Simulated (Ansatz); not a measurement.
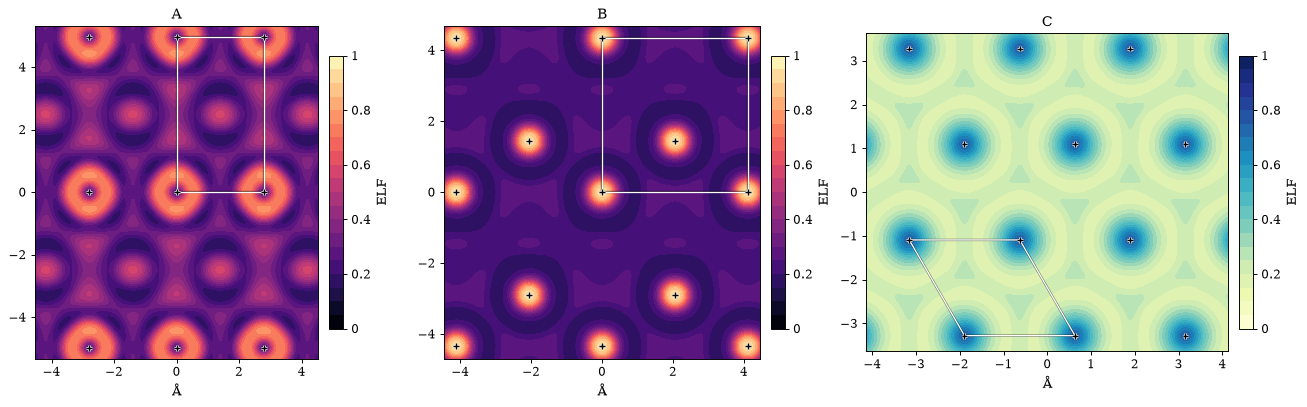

The electron localisation function of 3 systems, each on a plane through atoms (crosses mark nuclei in the plane).

These are results of Ansatz, DFT, BLYP, plane waves (420 eV) with PAW, scalar-relativistic, not measurements.

System 1: Cu, the (110) plane of the conventional cell. Space group P6₃/mmc; set up as Cu, hcp; a generated structure, not necessarily the stable one; changed on purpose from its base cell (volume × 0.88); computed pressure about 20 GPa in this cell; computed without spin polarisation.

```
CELL_PARAMETERS angstrom
2.50821 0.00000 0.00000
-1.25410 2.17217 0.00000
0.00000 0.00000 4.11136
ATOMIC_POSITIONS crystal
Cu 0.33333 0.66667 0.25000
Cu 0.66667 0.33333 0.75000
```

System 2: Mo, the (100) plane of the conventional cell. Space group P6₃/mmc; set up as Mo, hcp; a generated structure, not necessarily the stable one; computed without spin polarisation.

System 3: Ni, the (001) plane of the conventional cell. Space group P6₃/mmc; set up as Ni, dhcp; a generated structure, not necessarily the stable one; changed on purpose from its base cell (volume × 1.0); computed without spin polarisation.

**Which map belongs to which system?**

Panel A is system 2, Mo: the plane holds Mo. Mo–Mo (2.79 Å): the ELF is about 0.30 at the midpoint (no localised pair shows between them). Panel B is system 1, Cu: the plane holds Cu. Cu–Cu (2.51 Å): the ELF is about 0.20 at the midpoint (no shared electron pair shows on this line). Panel C is system 3, Ni: the plane holds Ni. Ni–Ni (2.53 Å): the ELF is about 0.25 at the midpoint: no localised pair shows between them.
